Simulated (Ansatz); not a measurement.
## Electronic structure of Al$_{4}$As$_{5}$ (slab) in real space

```cif
data_structure
_symmetry_space_group_name_H-M 'P 1'
_symmetry_Int_Tables_number 1
_cell_length_a 4.0125
_cell_length_b 4.0125
_cell_length_c 26.3492
_cell_angle_alpha 90.000
_cell_angle_beta 90.000
_cell_angle_gamma 90.000
_cell_volume 424.24
loop_
_atom_site_label
_atom_site_type_symbol
_atom_site_fract_x
_atom_site_fract_y
_atom_site_fract_z
_atom_site_occupancy
As1 As 0.00000 0.50000 0.28464 1
Al1 Al 0.50000 0.50000 0.33848 1
As2 As 0.50000 0.00000 0.39232 1
Al2 Al 0.00000 0.00000 0.44616 1
As3 As 0.00000 0.50000 0.50000 1
Al3 Al 0.50000 0.50000 0.55384 1
As4 As 0.50000 0.00000 0.60768 1
Al4 Al 0.00000 0.00000 0.66152 1
As5 As 0.00000 0.50000 0.71536 1
```

Computed without spin polarisation.

Computed with Ansatz, DFT PBEsol, scalar-relativistic, plane waves, PAW.

In a PAW calculation such maps are meaningful between the atoms, not at the nuclei.

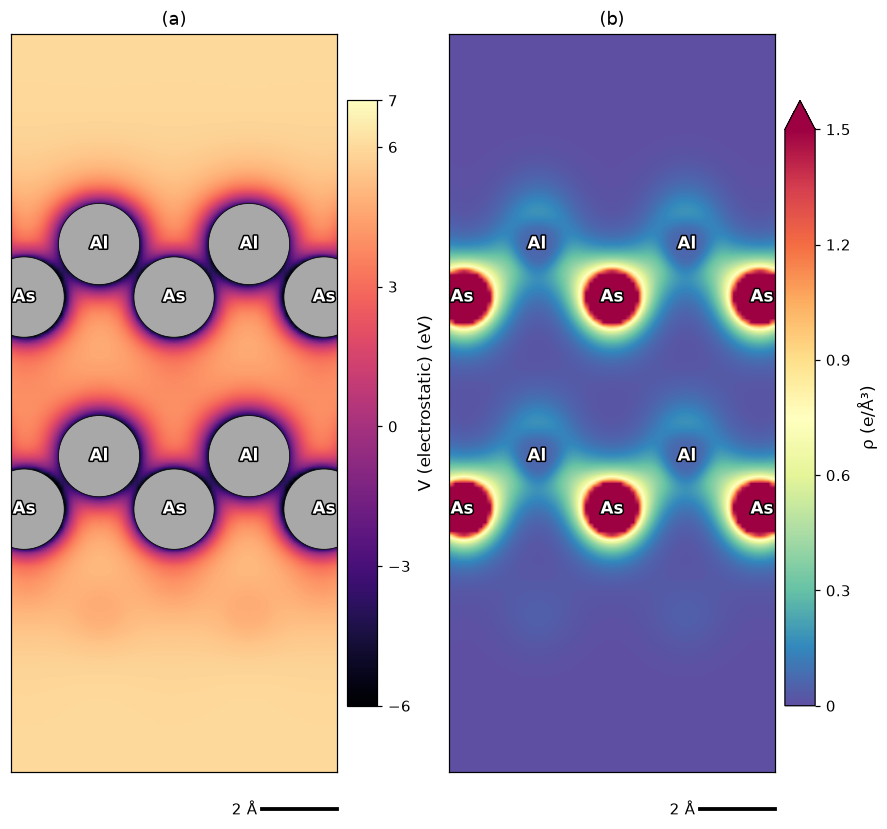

Figure 1. (a) electrostatic potential (local pseudopotential plus Hartree) felt by an electron; (b) valence charge density (pseudo) on the (010) plane of the calculation cell, a cut from vacuum to vacuum. Grey discs cover the atomic cores in the potential map.

Question: What does the map show?

Answer:
- The section cuts through As and Al sites.
- Al–As (2.46 Å): ρ at the midpoint is about 0.47 e/Å³.
- The density dies away to nearly zero in the vacuum.
- Outside the cores the potential energy rises away from the atoms and is highest in the vacuum; its zero is arbitrary.

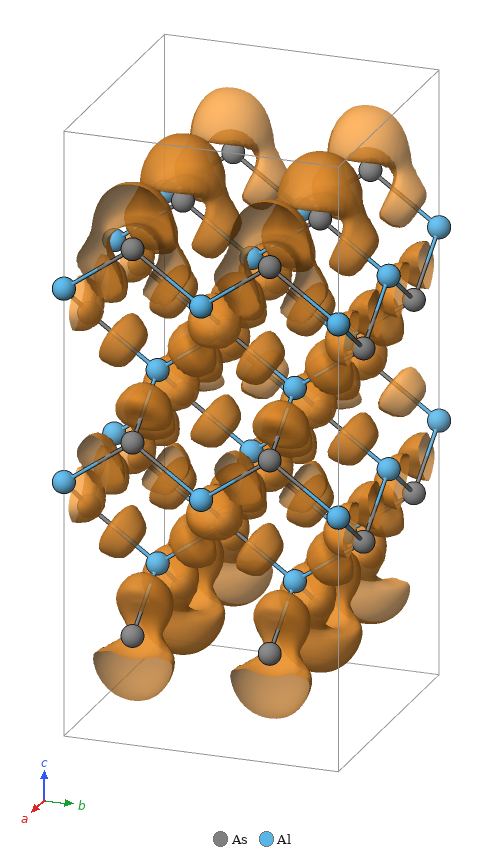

Figure 2. Isosurface of the electron localisation function at 0.7 (orange), seen at an oblique angle. Only the valence region is drawn (cores and ρ < 0.01 e/Å³ removed). Sticks mark near contacts.

Question: Identify the bonds, lone pairs and shells in this picture.

Answer: At this value the surface marks out twelve regions between bonded Al–As atoms and two regions on As in which the atom's valence shell and bonds are merged, counted in one cell of 9 atoms. Counts are for one cell; the picture repeats the cell along the surface.


Al–As (2.46 Å): the ELF peaks at about 0.90 between the atoms.

Question: Metal or insulator at this level of theory?

Answer: It is gapless in this calculation (a metal or semimetal).
